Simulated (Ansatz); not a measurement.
## CoO: geometry relaxation (part 1 of 2)

- system: CoO (2 atoms in the cell)
- method: DFT PBE+U, scalar-relativistic, plane waves, PAW, Ueff = 3.32 eV on Co d, spin-polarised (Ansatz 0.2.0)

The structure derives from a Materials Project entry. Figures and captions count atoms from 1; the log counts them from 0 in places.

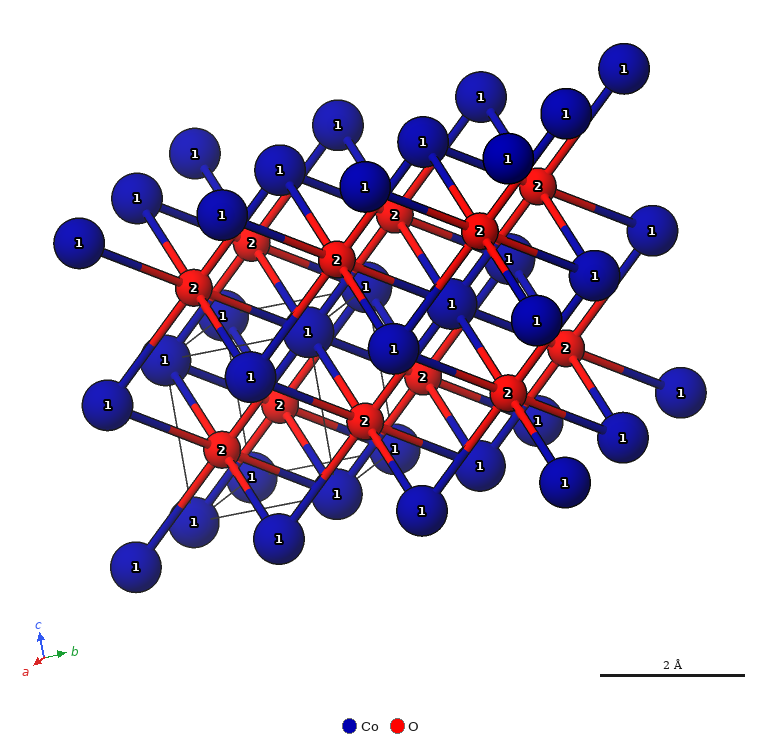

The starting structure (ball-and-stick view of the cell of the calculation, repeated 2 × 3 × 2, seen slightly off an axis; atoms are numbered from 1 in the order of the input). Near neighbours in the crystal (not all of them lie inside the picture): Co has 6 O at 2.14 Å; O has 6 Co at 2.14 Å.

## Results in brief

| quantity | value |
| --- | --- |
| outcome | converged |
| space group (tolerance 0.01 Å) | R-3m (166) |
| electrons treated | 23 |
| free energy | −5691.4063 eV |
| Fermi energy | 13.823 eV |
| gap on the k-point mesh | 1.28 eV |
| net moment of the cell | 3.00 μB |
| integrated absolute moment | 3.01 μB |
| pressure | 5.55 GPa |
| final volume | 19.63 Å³ |
| largest force (length of the vector) at the end | under 0.001 eV/Å |
| final cell | a = 3.013 Å, b = 3.013 Å, c = 3.013 Å, α = 60.64°, β = 60.64°, γ = 60.64° |
| hardware | 1 thread of Arm Neoverse V2, 128 GiB of memory available, shared host |
| wall time | 44 s |
| peak memory | 0.46 GiB |

The electronic state found may not be the lowest one. The cell is under a pressure of 5.6 GPa at this level, so it is not at its equilibrium volume.

## The input
```yaml
crystal:
  lattice:
    - [1.5212240641, 0.8782791229, 2.4485183736]
    - [-1.5212240641, 0.8782791229, 2.4485183736]
    - [0.0, -1.7565582458, 2.4485183736]
  atoms:
    - { symbol: Co, position: [0.0, 0.0, 0.0], spin: 2.88 }
    - { symbol: O, position: [0.5, 0.5, 0.5], spin: 0.24 }
basis:
  ecutwfc: 420
kpoints:
  mp_grid: { grid: [12, 12, 12] }
hamiltonian:
  xc: pbe
  hubbard: { sites: [{ species: Co, l: d, u_eff: 3.32 }] }
scf:
  occupations: { method: gaussian, width: 0.02 }
output:
  forces: true
  stress: true
  eigenvalues: true
  populations: true
magnetization:
  spin_polarized: true
relax:
  adjacent_minimum: "off"
  f_tol: 0.01
  max_steps: 30
  cell: { stress_tol: 0.1, fix: [volume] }
```

Run as:
```bash
ansatz run input.yaml --threads 1 --pin off --max-ram 2560MiB --backend cpu --events-out ev --progress --plain --runs-dir out
```

## Output
```
Co: projections on atomic orbitals take those of the free atom [Ne] 3s2 3p6 3d7 4s2, of charge +0.00 (hamiltonian.pseudopotentials.projection_atoms); the dataset's partial waves leave at most 1.4e-6 of an orbital's norm unspanned inside its sphere
O: projections on atomic orbitals take those of the free atom [He] 2s2 2p4, of charge +0.00 (hamiltonian.pseudopotentials.projection_atoms); the dataset's partial waves leave at most 1.9e-8 of an orbital's norm unspanned inside its sphere
Engine: ansatz 0.2.0, aarch64-unknown-linux-gnu
Pseudopotentials: kind: paw
Pseudopotential: Co, paw, valence charge 17, recommended cutoff 420 eV (normal), Co.paw.azcp
Pseudopotential: O, paw, valence charge 6, recommended cutoff 420 eV (normal), O.paw.azcp
Functional definition: PBE
  parameter kappa = 0.804
  parameter beta = 0.06672455060314922
  exchange = pbe_x(kappa = kappa, mu = beta*pi^2/3)
  correlation = pbe_c(beta = beta)
Crystal: 2 atoms, lattice volume = 19.628 Å³
Basis set: ecut = 420 eV, 369 PW (Γ), exchange–correlation on 48×48×48 points (8 copies of the dense FFT grid, shifted against one another)
Bands: 18, of which v1, the nominal top of the filled ones, is band 12 counted from 1 (11 counted from 0)
Symmetry: 12 space group operations
Space group: R-3m (ITA 166), of the structure as read, at distance tolerance 2.7e-5 Å
Magnetic group: BNS 166.97 (UNI 1327), of the structure as read, at distance tolerance 2.7e-5 Å
k-points: 189 of 1728
Non-local potential: Co, projectors of the file, l = 0: 3, l = 1: 2, l = 2: 3, l = 3: 1
Non-local potential: O, projectors of the file, l = 0: 2, l = 1: 2, l = 2: 1
PAW form: soft (Blöchl's): semilocal exchange-correlation on the pseudo side does not see the compensation charge
PAW one-centre angular grid: Co, 590 points (default); XC on 64 Gauss nodes
PAW one-centre angular grid: O, 110 points (default); XC on 64 Gauss nodes
Initial density: superposition of atomic densities (chi_scale 0.1, normalization cell, long waves kept (reshape's long-wave potential 0.00 eV rms))
Starting moments: Σ|m| = 3.12 μB on 2 of 2 sites
Initial wavefunctions: pseudopotential atomic-orbital guess
Functional: x = pbe(κ = 0.804, μ = 0.2195149727645171), c = pbe(β = 0.06672455060314922)
```
